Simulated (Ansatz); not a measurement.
# SiO2: a changed input and its effect

System: SiO2 (P4₂/mnm, 6 atoms in the cell).
Method of run 1: DFT, PBE, plane waves, PAW, no spin polarisation (Ansatz 0.2.0).

The structure derives from an entry of the Crystallography Open Database. Text and figures count atoms from 1; the logs count them from 0 in places.

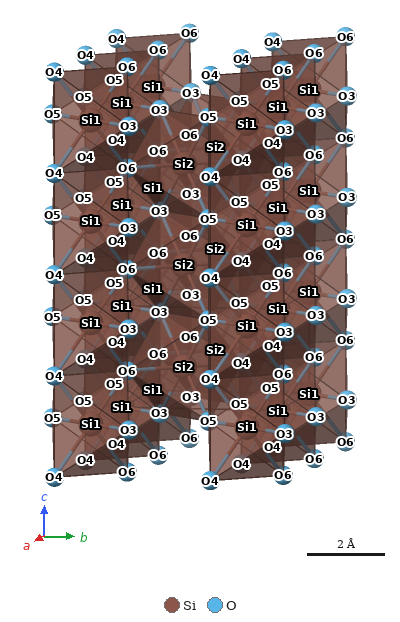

The structure as given in the input (polyhedral view of the cell of the calculation, repeated 2 × 1 × 3, seen slightly off an axis; polyhedra are completed across the faces of the cell; atoms are numbered from 1 in the order of the input). An atom can appear more than once, as a periodic image.

**The input, run 1**
```yaml
crystal:
  lattice:
    - [4.175795434495, 5.592315034267e-35, 0.0]
    - [5.592315034267e-35, 4.175795434495, 0.0]
    - [0.0, 0.0, 2.673303025992]
  atoms:
    - { symbol: Si, position: [-2.809866618859e-20, -2.161435860661e-21, 0.0] }
    - { symbol: Si, position: [0.5, 0.5, 0.5] }
    - { symbol: O, position: [0.3054628388778, 0.3054628388778, 0.0] }
    - { symbol: O, position: [0.1945371611222, 0.8054628388778, 0.5] }
    - { symbol: O, position: [0.6945371611222, 0.6945371611222, 0.0] }
    - { symbol: O, position: [0.8054628388778, 0.1945371611222, 0.5] }
basis:
  ecutwfc: 420
  ecutrho_ratio: 4
kpoints:
  mp_grid: { grid: [6, 6, 8] }
hamiltonian:
  xc: pbe
scf:
  occupations: { method: gaussian, width: 0.05 }
  n_extra_bands: 8
output:
  forces: true
  stress: true
```

Command:
```bash
ansatz run input.yaml --threads 4 --pin off --max-ram 8192MiB --backend cpu --events-out ev --progress --plain --runs-dir out
```

Hardware: 4 threads of Arm Neoverse V2, 24 GiB of memory available, shared host.

**Output, shortened to warnings, some set-up lines, iterations and results (run 1)**
```
Basis set: ecut = 420 eV, 913 PW (Γ), exchange–correlation on 60×60×36 points (8 copies of the dense FFT grid, shifted against one another)
Symmetry: 16 space group operations
k-points: 50 of 288
Initial density: superposition of atomic densities (neutral atoms: chi_scale 0, normalization atom), corrected by the library's trained network
[...]
SCF iter   1: F=—  HF=-3546.967781 eV  |F-HF|=—  |Δ(HF+E_count)|=         —  Δρ=3.21e-3  dr2=1.78e-3  ethr=1.77e-3  ⟨swp⟩=5.7  Hψ=6383  notcnv=0  defer=24
SCF iter   2: F=—  HF=-3546.968473 eV  |F-HF|=—  |Δ(HF+E_count)|=   6.92e-4  Δρ=1.56e-3  dr2=3.67e-4  ethr=5.56e-6  ⟨swp⟩=2.0  Hψ=2371  notcnv=0  defer=60
SCF iter   3: F=—  HF=-3546.968547 eV  |F-HF|=—  |Δ(HF+E_count)|=   7.44e-5  Δρ=6.77e-4  dr2=5.74e-5  ethr=1.15e-6  ⟨swp⟩=2.0  Hψ=1645  notcnv=0  defer=60
SCF iter   4: F=—  HF=-3546.968502 eV  |F-HF|=—  |Δ(HF+E_count)|=   4.56e-5  Δρ=8.90e-5  dr2=2.27e-6  ethr=1.80e-7  ⟨swp⟩=2.0  Hψ=1826  notcnv=0  defer=60
SCF iter   5: F=—  HF=-3546.968502 eV  |F-HF|=—  |Δ(HF+E_count)|=   1.36e-7  Δρ=2.84e-5  dr2=2.35e-7  ethr=7.11e-9  ⟨swp⟩=2.0  Hψ=1787  notcnv=0  defer=60
SCF iter   6: F=-3546.968502 eV  HF=-3546.968502 eV  |F-HF|=4.85e-9  |Δ(HF+E_count)|=   3.78e-8  Δρ=6.85e-6  dr2=1.19e-8  ethr=3.13e-10  ⟨swp⟩=4.0  Hψ=3740  notcnv=0
SCF 1 converged in 6 iterations: F = -3546.968502 eV  dr2 = 1.19e-8
SCF converged after 6 iterations
Free energy (F): -3546.968502 eV
Harris-Foulkes:  -3546.968502 eV  (|F-HF|=4.85e-9)
Internal energy: -3546.968502 eV  (E = F + TS)
E sigma→0 (E₀):  -3546.968502 eV
Fermi energy:    13.370846 eV
--- Per-component energies (eV) ---
  E_band       = 66.507601
  E_kinetic    = 815.842424
  E_local      = -1218.157994  (includes V_loc(G=0)·N_el)
  E_nonlocal   = 236.624617
  E_hartree    = 432.607719
  E_xc         = -412.376270
  E_vxc        = -480.196739  (∫ρ·V_xc dr)
  E_paw        = -1661.983172  (= ΣΔE_a)
  E_vpaw       = -152.833035  (= ΣTr[D̂ρ^β])
  E_aug_tail   = 0.010154  (compensation charges beyond the density's cutoff)
  E_ewald      = -1739.535979
  E_smearing   = -0.000000  (= −TS)
  E_closure    = 0.000000  (closes the sum)
  Σ components = -3546.968502   (vs F -3546.968502, Δ=0.00e0)
--- Forces (eV/Å), atoms counted from 1 ---
  atom   1  Si     0.00000000    -0.00000000     0.00000000
  atom   2  Si     0.00000000    -0.00000000     0.00000000
  atom   3  O      0.00090323     0.00090323     0.00000000
  atom   4  O     -0.00090323     0.00090323     0.00000000
  atom   5  O     -0.00090323    -0.00090323     0.00000000
  atom   6  O      0.00090323    -0.00090323     0.00000000
  max |Σ_I F_I| component: 1.52e-18 eV/Å
--- Stress (GPa, compression-positive) ---
       10.022715       0.000000       0.000000
        0.000000      10.022715       0.000000
        0.000000       0.000000      10.030977
  P = ⅓ Tr σ = 10.0255 GPa (100.255 kbar)
```

The input of run 2 differs as follows (lines with − go, lines with + come):
```diff
+  symmetry: { detect: false }
-  mp_grid: { grid: [6, 6, 8] }
+  mp_grid: { grid: [6, 6, 8], shift: [0.5, 0.5, 0.5] }
-  n_extra_bands: 8
+  write_density: true
+  write_potential: true
+  elf: true
+  volumetric_format: npy
```

Predict how the results change.

The free energy of run 2 is 0.05 meV per atom lower, which comes mainly from the change of mesh; a solver setting shouldn't move a converged energy. The number of SCF iterations is the same. The irreducible k-points go from 50 to 144.

**Output, shortened to warnings, some set-up lines, iterations and results (run 2)**
```
Basis set: ecut = 420 eV, 913 PW (Γ), exchange–correlation on 60×60×36 points (8 copies of the dense FFT grid, shifted against one another)
Symmetry: 1 space group operations
k-points: 144 of 288 (time reversal used)
Initial density: superposition of atomic densities (neutral atoms: chi_scale 0, normalization atom), corrected by the library's trained network
[...]
SCF iter   1: F=—  HF=-3546.968134 eV  |F-HF|=—  |Δ(HF+E_count)|=         —  Δρ=3.24e-3  dr2=1.81e-3  ethr=1.77e-3  ⟨swp⟩=6.0  Hψ=17382  notcnv=0  defer=9
SCF iter   2: F=—  HF=-3546.968781 eV  |F-HF|=—  |Δ(HF+E_count)|=   6.47e-4  Δρ=1.57e-3  dr2=3.83e-4  ethr=5.66e-6  ⟨swp⟩=2.0  Hψ=6485  notcnv=0  defer=15
SCF iter   3: F=—  HF=-3546.968846 eV  |F-HF|=—  |Δ(HF+E_count)|=   6.56e-5  Δρ=6.88e-4  dr2=5.81e-5  ethr=1.20e-6  ⟨swp⟩=2.0  Hψ=4621  notcnv=0  defer=15
SCF iter   4: F=—  HF=-3546.968805 eV  |F-HF|=—  |Δ(HF+E_count)|=   4.14e-5  Δρ=9.40e-5  dr2=2.60e-6  ethr=1.82e-7  ⟨swp⟩=2.0  Hψ=5211  notcnv=0  defer=15
SCF iter   5: F=—  HF=-3546.968805 eV  |F-HF|=—  |Δ(HF+E_count)|=   4.62e-8  Δρ=3.09e-5  dr2=2.97e-7  ethr=8.14e-9  ⟨swp⟩=2.0  Hψ=5101  notcnv=0  defer=15
SCF iter   6: F=-3546.968805 eV  HF=-3546.968805 eV  |F-HF|=1.48e-8  |Δ(HF+E_count)|=   6.14e-8  Δρ=8.93e-6  dr2=2.36e-8  ethr=3.13e-10  ⟨swp⟩=12.4  Hψ=22690  notcnv=0
SCF 1 converged in 6 iterations: F = -3546.968805 eV  dr2 = 2.36e-8
SCF converged after 6 iterations
Free energy (F): -3546.968805 eV
Harris-Foulkes:  -3546.968805 eV  (|F-HF|=1.48e-8)
Internal energy: -3546.968805 eV  (E = F + TS)
E sigma→0 (E₀):  -3546.968805 eV
Fermi energy:    13.506680 eV
--- Per-component energies (eV) ---
  E_band       = 66.507681
  E_kinetic    = 815.836004
  E_local      = -1218.156392  (includes V_loc(G=0)·N_el)
  E_nonlocal   = 236.629782
  E_hartree    = 432.606827
  E_xc         = -412.374745
  E_vxc        = -480.194763  (∫ρ·V_xc dr)
  E_paw        = -1661.984457  (= ΣΔE_a)
  E_vpaw       = -152.834291  (= ΣTr[D̂ρ^β])
  E_aug_tail   = 0.010154  (compensation charges beyond the density's cutoff)
  E_ewald      = -1739.535979
  E_smearing   = -0.000000  (= −TS)
  E_closure    = 0.000000  (closes the sum)
  Σ components = -3546.968805   (vs F -3546.968805, Δ=0.00e0)
--- Forces (eV/Å), atoms counted from 1 ---
  atom   1  Si    -0.00000565    -0.00000537    -0.00000018
  atom   2  Si     0.00000838     0.00000825     0.00000013
  atom   3  O      0.00086575     0.00086573    -0.00000002
  atom   4  O     -0.00089133     0.00089886     0.00000067
  atom   5  O     -0.00088399    -0.00088417    -0.00000077
  atom   6  O      0.00089917    -0.00089144    -0.00000033
  max |Σ_I F_I| component: 8.13e-6 eV/Å
--- Stress (GPa, compression-positive) ---
       10.025290       0.000072       0.000000
        0.000072      10.025291      -0.000001
        0.000000      -0.000001      10.024467
  P = ⅓ Tr σ = 10.0250 GPa (100.250 kbar)
```

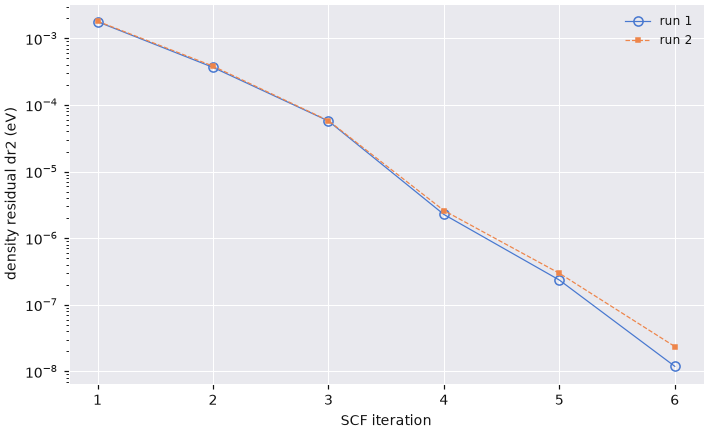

Convergence of the two runs: density residual dr2 against the SCF iteration. Run 1 takes 6 iterations in all, and run 2 takes 6.

**The two runs side by side**

| quantity | run 1 | run 2 |
| --- | --- | --- |
| outcome | converged | converged |
| free energy per atom (eV) | −591.1614 | −591.1615 |
| pressure (GPa) | 10.03 | 10.03 |
| largest force (eV/Å) | 0.001 | 0.001 |
| SCF iterations | 6 | 6 |
| irreducible k-points | 50 | 144 |
| plane waves at Γ | 913 | 913 |
| gap on the mesh (eV) | – | 6.13 |
| wall time (shared host) | 0.73 s | 5 s |

For both runs: The cell is under a pressure of 10.0 GPa at this level, so it is not at its equilibrium volume.
